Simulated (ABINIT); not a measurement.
**Run report: CdS, positron calculation (part 1 of 2)**

System: CdS (4 atoms in the cell).
Method: Kohn-Sham DFT of a periodic cell, PBEsol, JTH PAW PBE v2.0, no spin polarisation (ABINIT 10.8.3).

The structure derives from an entry of the Crystallography Open Database.

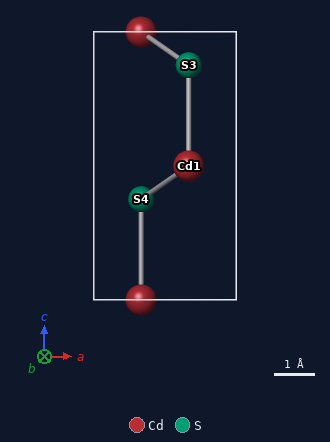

Fig. 1: The structure (ball-and-stick view of the cell of the calculation, along the b axis; atoms are numbered from 1 in the order of the input).

## Input
```
# Datasets
ndtset 2

# Pseudopotentials
pp_dirpath "./"
pseudos "Cd.GGA_PBE-JTH.xml, S.GGA_PBE-JTH.xml"

# Structure
acell 4.12594781 4.1259478141 6.71441752 Angstrom
rprim
     1.0000000000     0.0000000000     0.0000000000
    -0.5000000007     0.8660254034     0.0000000000
     0.0000000000     0.0000000000     1.0000000000
ntypat 2
znucl 48 16
natom 4
typat 1 1 2 2
chkprim 0
chksymtnons 0
tolsym 1.0e-6
xred
            2/3            1/3   0.4993663700
            1/3            2/3  -0.0006336300
            2/3            1/3   0.8756336300
            1/3            2/3   0.3756336300

# Plane-wave basis
ecut 22.0
pawecutdg 44.0
ecutsm 0.5

# Exchange and correlation
ixc -116133

# SCF cycle
nstep 80

# Output
iomode 3
prteig 0
prtebands 0
prtwf 0

# Dataset 1: electrons
kptopt1 1
ngkpt1 5 5 3
nshiftk1 1
shiftk1 0.0 0.0 0.0
nband1 22
occopt1 3
tsmear1 0.05 eV
tolvrs1 1.0e-10
prtden1 1

# Dataset 2: positron in the electrons' density
positron2 1
ixcpositron2 1
getden2 1
kptopt2 0
nkpt2 1
kpt2 0.0 0.0 0.0
nband2 1
occopt2 2
occ2 1.0
posocc2 1.0
toldfe2 1.0e-9
optforces2 0
optstress2 0
prtden2 0
```

Hardware: 1 thread of Arm Neoverse V2, 24 GiB of memory available, shared host.

Command:
```bash
abinit run.abi > log 2>&1
```

## Output
```
.Version 10.8.3 of ABINIT
 DATASET    1 : space group P6_3 m c (#186); Bravais hP (primitive hexag.)
================================================================================
 Values of the parameters that define the memory need for DATASET  1.
     intxc =       0    ionmov =       0      iscf =      17    lmnmax =      18
     lnmax =       6     mgfft =      54  mpssoang =       3    mqgrid =    3789
     natom =       4  nloc_mem =       2    nspden =       1   nspinor =       1
    nsppol =       1      nsym =      12    n1xccc =       1    ntypat =       2
    occopt =       3   xclevel =       2
       mpw =        3312          nfft =       69984          nkpt =          10
 PAW method is used; the additional fine FFT grid is defined by:
   mgfftf=        80    nfftf =    184320
================================================================================
================================================================================

 DATASET    2 : space group P6_3 m c (#186); Bravais hP (primitive hexag.)
================================================================================
 Values of the parameters that define the memory need for DATASET  2.
     intxc =       0    ionmov =       0      iscf =      17    lmnmax =      18
     lnmax =       6     mgfft =      54  mpssoang =       3    mqgrid =    3789
     natom =       4  nloc_mem =       2    nspden =       1   nspinor =       1
    nsppol =       1      nsym =      12    n1xccc =       1    ntypat =       2
    occopt =       2   xclevel =       2
       mpw =        1649          nfft =       69984          nkpt =           1
 PAW method is used; the additional fine FFT grid is defined by:
   mgfftf=        80    nfftf =    184320
================================================================================
================================================================================

--------------------------------------------------------------------------------
------------- Echo of variables that govern the present computation ------------
--------------------------------------------------------------------------------
 -outvars: echo values of preprocessed input variables --------
            acell      7.7969113707E+00  7.7969113784E+00  1.2688410208E+01 Bohr
              amu      1.12411000E+02  3.20660000E+01
          chkprim           0
      chksymtnons           0
             ecut      2.20000000E+01 Hartree
           ecutsm      5.00000000E-01 Hartree
           getden1          0
           getden2          1
              ixc     -116133
           jdtset        1    2
           kptopt1          1
           kptopt2          0
         kptrlatt        5    0    0      0    5    0      0    0    3
          kptrlen1     3.80652306E+01
          kptrlen2     3.00000000E+01
            natom           4
            nband1         22
            nband2          1
           ndtset           2
            ngfft          36      36      54
          ngfftdg          48      48      80
             nkpt1         10
             nkpt2          1
            nstep          80
             nsym          12
           ntypat           2
           occopt1          3
           occopt2          2
        optforces1          2
        optforces2          0
        optstress1          1
        optstress2          0
        pawecutdg      4.40000000E+01 Hartree
         positron1          0
         positron2          1
           prtden1          1
           prtden2          0
        prtebands           0
           prteig           0
            prtwf           0
            rprim      1.0000000000E+00  0.0000000000E+00  0.0000000000E+00
                      -5.0000000070E-01  8.6602540340E-01  0.0000000000E+00
                       0.0000000000E+00  0.0000000000E+00  1.0000000000E+00
           shiftk1     0.00000000E+00  0.00000000E+00  0.00000000E+00
           shiftk2     5.00000000E-01  5.00000000E-01  5.00000000E-01
          spgroup         186
           toldfe1     0.00000000E+00 Hartree
           toldfe2     1.00000000E-09 Hartree
           tolsym      1.00000000E-06
           tolvrs1     1.00000000E-10
           tolvrs2     0.00000000E+00
           tsmear1     1.83746611E-03 Hartree
           tsmear2     1.00000000E-02 Hartree
            typat      1  1  2  2
           useylm           1
           xangst      2.0629739034E+00  1.1910585400E+00  3.3529543036E+00
                      -3.2921087216E-09  2.3821170801E+00 -4.2544563732E-03
                       2.0629739034E+00  1.1910585400E+00  5.8793697864E+00
                      -3.2921087216E-09  2.3821170801E+00  2.5221610264E+00
            xcart      3.8984556822E+00  2.2507744406E+00  6.3361653465E+00
                      -6.2211838606E-09  4.5015488812E+00 -8.0397573600E-03
                       3.8984556822E+00  2.2507744406E+00  1.1110398689E+01
                      -6.2211838606E-09  4.5015488812E+00  4.7661935853E+00
             xred      6.6666666667E-01  3.3333333333E-01  4.9936637000E-01
                       3.3333333333E-01  6.6666666667E-01 -6.3363000000E-04
                       6.6666666667E-01  3.3333333333E-01  8.7563363000E-01
                       3.3333333333E-01  6.6666666667E-01  3.7563363000E-01
            znucl       48.00000   16.00000

================================================================================

 chkinp: Checking input parameters for consistency, jdtset=   1.

 chkinp: Checking input parameters for consistency, jdtset=   2.

================================================================================
== DATASET  1 ==================================================================

--- !DatasetInfo
iteration_state: {dtset: 1, }
dimensions: {natom: 4, nkpt: 10, mband: 22, nsppol: 1, nspinor: 1, nspden: 1, mpw: 3312, }
cutoff_energies: {ecut:  22.0, pawecutdg:  44.0, }
electrons: {nelect:   3.60000000E+01, charge:   0.00000000E+00, occopt:   3.00000000E+00, tsmear:   1.83746611E-03, }
meta: {optdriver: 0, ionmov: 0, optcell: 0, iscf: 17, paral_kgb: 0, }
...

 Real(R)+Recip(G) space primitive vectors, cartesian coordinates (Bohr,Bohr^-1):
 R(1)=  7.7969114  0.0000000  0.0000000  G(1)=  0.1282559  0.0740486  0.0000000
 R(2)= -3.8984557  6.7523233  0.0000000  G(2)=  0.0000000  0.1480972  0.0000000
 R(3)=  0.0000000  0.0000000 12.6884102  G(3)=  0.0000000  0.0000000  0.0788121
 Unit cell volume ucvol=  6.6801011E+02 bohr^3
 Angles (23,13,12)=  9.00000000E+01  9.00000000E+01  1.20000000E+02 degrees

 Coarse grid specifications (used for wave-functions):

 getcut: wavevector=  0.0000  0.0000  0.0000  ngfft=  36  36  54
         ecut(hartree)=     22.000   => boxcut(ratio)=   2.01563

 Fine grid specifications (used for densities):

 getcut: wavevector=  0.0000  0.0000  0.0000  ngfft=  48  48  80
         ecut(hartree)=     44.000   => boxcut(ratio)=   2.06171

--- Pseudopotential description ------------------------------------------------
- pspini: atom type   1  psp file is ./Cd.GGA_PBE-JTH.xml
 Pseudopotential format is: paw10
 basis_size (lnmax)=  6 (lmn_size= 18), orbitals=   0   0   1   1   2   2
 Spheres core radius: rc_sph= 2.50233826
 Shapefunction is BESSEL type: shapef(r,l)=aa(1,l)*jl(q(1,l)*r)+aa(2,l)*jl(q(2,l)*r)
 Radius for shape functions =  2.31074885
 Compensation charge density is not taken into account in XC energy/potential

- pspini: atom type   2  psp file is ./S.GGA_PBE-JTH.xml
 Pseudopotential format is: paw10
 basis_size (lnmax)=  4 (lmn_size=  8), orbitals=   0   0   1   1
 Spheres core radius: rc_sph= 1.90380259
 Shapefunction is SIN type: shapef(r)=[sin(pi*r/rshp)/(pi*r/rshp)]**2
 Radius for shape functions =  1.40128485
 Compensation charge density is not taken into account in XC energy/potential

   2.09295105E+03                                ecore*ucvol(ha*bohr**3)
--------------------------------------------------------------------------------

================================================================================

--- !BeginCycle
iteration_state: {dtset: 1, }
solver: {iscf: 17, nstep: 80, nline: 4, wfoptalg: 10, }
tolerances: {tolvrs: 1.00E-10, }
...

     iter   Etot(hartree)      deltaE(h)  residm     nres2
 ETOT  1  -115.60346307422    -1.156E+02 2.351E-01 7.063E+00
 ETOT  2  -115.81866629991    -2.152E-01 2.463E-02 1.652E+00
 ETOT  3  -115.81360367122     5.063E-03 3.263E-03 1.989E-01
 ETOT  4  -115.81445260635    -8.489E-04 3.717E-03 2.642E-02
 ETOT  5  -115.81505656951    -6.040E-04 1.019E-03 7.293E-03
 ETOT  6  -115.81523136862    -1.748E-04 7.340E-04 9.778E-04
 ETOT  7  -115.81533830800    -1.069E-04 2.835E-04 4.548E-04
 ETOT  8  -115.81538262896    -4.432E-05 6.406E-04 1.665E-04
 ETOT  9  -115.81540225710    -1.963E-05 2.008E-04 2.009E-05
 ETOT 10  -115.81541202932    -9.772E-06 1.875E-04 4.852E-05
 ETOT 11  -115.81541649975    -4.470E-06 1.191E-04 3.410E-06
 ETOT 12  -115.81541890011    -2.400E-06 2.400E-05 3.522E-06
 ETOT 13  -115.81542008208    -1.182E-06 3.220E-05 4.507E-06
 ETOT 14  -115.81542067623    -5.942E-07 4.573E-06 1.499E-06
 ETOT 15  -115.81542098307    -3.068E-07 4.948E-06 2.787E-06
 ETOT 16  -115.81542115100    -1.679E-07 2.760E-06 2.296E-06
 ETOT 17  -115.81542123913    -8.814E-08 2.744E-06 2.689E-06
 ETOT 18  -115.81542130266    -6.353E-08 1.869E-06 1.562E-06
 ETOT 19  -115.81542133363    -3.097E-08 1.925E-06 2.784E-06
 ETOT 20  -115.81542133932    -5.688E-09 1.276E-06 2.899E-06
 ETOT 21  -115.81542134419    -4.871E-09 1.362E-06 2.337E-06
 ETOT 22  -115.81542138220    -3.801E-08 8.721E-07 6.582E-06
 ETOT 23  -115.81542136600     1.620E-08 9.335E-07 1.445E-06
 ETOT 24  -115.81542137857    -1.257E-08 5.958E-07 1.389E-06
 ETOT 25  -115.81542139606    -1.749E-08 6.718E-07 2.885E-06
 ETOT 26  -115.81542140467    -8.614E-09 4.062E-07 1.643E-07
 ETOT 27  -115.81542140973    -5.061E-09 4.597E-07 1.068E-07
 ETOT 28  -115.81542141150    -1.764E-09 2.793E-07 8.239E-09
 ETOT 29  -115.81542141261    -1.114E-09 3.416E-07 8.582E-09
 ETOT 30  -115.81542141364    -1.029E-09 1.930E-07 2.691E-09
 ETOT 31  -115.81542141398    -3.420E-10 2.350E-07 4.491E-09
 ETOT 32  -115.81542141428    -2.972E-10 1.345E-07 3.912E-10
 ETOT 33  -115.81542141438    -1.025E-10 1.561E-07 1.538E-10
 ETOT 34  -115.81542141443    -5.308E-11 9.486E-08 2.051E-10
 ETOT 35  -115.81542141446    -2.696E-11 1.034E-07 5.065E-11

 At SCF step   35       nres2   =  5.06E-11 < tolvrs=  1.00E-10 =>converged.

 Cartesian components of stress tensor (hartree/bohr^3)
  sigma(1 1)= -7.28505919E-07  sigma(3 2)=  0.00000000E+00
  sigma(2 2)= -7.28511075E-07  sigma(3 1)=  0.00000000E+00
  sigma(3 3)= -2.10878753E-07  sigma(2 1)=  6.48091932E-12

--- !ResultsGS
iteration_state: {dtset: 1, }
comment   : Summary of ground state results
lattice_vectors:
- [  7.7969114,   0.0000000,   0.0000000, ]
- [ -3.8984557,   6.7523233,   0.0000000, ]
- [  0.0000000,   0.0000000,  12.6884102, ]
lattice_lengths: [   7.79691,    7.79691,   12.68841, ]
lattice_angles: [ 90.000,  90.000, 120.000, ] # degrees, (23, 13, 12)
lattice_volume:   6.6801011E+02
convergence: {deltae: -2.696E-11, res2:  5.065E-11, residm:  1.034E-07, diffor: null, }
etotal    :  -1.15815421E+02
entropy   :   0.00000000E+00
fermie    :   1.49757499E-01
cartesian_stress_tensor: # hartree/bohr^3
- [ -7.28505919E-07,   6.48091932E-12,   0.00000000E+00, ]
- [  6.48091932E-12,  -7.28511075E-07,   0.00000000E+00, ]
- [  0.00000000E+00,   0.00000000E+00,  -2.10878753E-07, ]
pressure_GPa:   1.6357E-02
xred      :
- [  6.6667E-01,   3.3333E-01,   4.9937E-01, Cd]
- [  3.3333E-01,   6.6667E-01,  -6.3363E-04, Cd]
- [  6.6667E-01,   3.3333E-01,   8.7563E-01,  S]
- [  3.3333E-01,   6.6667E-01,   3.7563E-01,  S]
cartesian_forces: # hartree/bohr
- [  1.21562382E-26,   2.36073703E-26,  -4.99627992E-05, ]
- [  1.21562382E-26,   2.36073703E-26,  -4.99627992E-05, ]
- [ -1.87869136E-26,   6.38037010E-28,   4.99627992E-05, ]
- [ -5.52556282E-27,  -4.78527777E-26,   4.99627992E-05, ]
force_length_stats: {min:   4.99627992E-05, max:   4.99627992E-05, mean:   4.99627992E-05, }
...

 Integrated electronic density in atomic spheres:
 ------------------------------------------------
 Atom  Sphere_radius  Integrated_density
    1        2.50234         10.47672029
    2        2.50234         10.47672029
    3        1.90380          3.56128345
    4        1.90380          3.56128345

================================================================================

 ----iterations are completed or convergence reached----

 Mean square residual over all n,k,spin=   20.767E-10; max=  10.345E-08
 reduced coordinates (array xred) for    4 atoms
       0.666666666667      0.333333333333      0.499366370000
       0.333333333333      0.666666666667     -0.000633630000
       0.666666666667      0.333333333333      0.875633630000
       0.333333333333      0.666666666667      0.375633630000
 rms dE/dt=  4.3928E-04; max dE/dt=  1.0547E-03; dE/dt below (all hartree)
    1      -0.000000000000     -0.000000000000      0.001054676779
    2      -0.000000000000     -0.000000000000      0.001054676779
    3       0.000000000000     -0.000000000000     -0.000213220202
    4       0.000000000000      0.000000000000     -0.000213220202

 cartesian coordinates (angstrom) at end:
    1      2.06297390335395     1.19105854003777     3.35295430362680
    2     -0.00000000329211     2.38211708007553    -0.00425445637320
    3      2.06297390335395     1.19105854003777     5.87936978637320
    4     -0.00000000329211     2.38211708007553     2.52216102637320
```
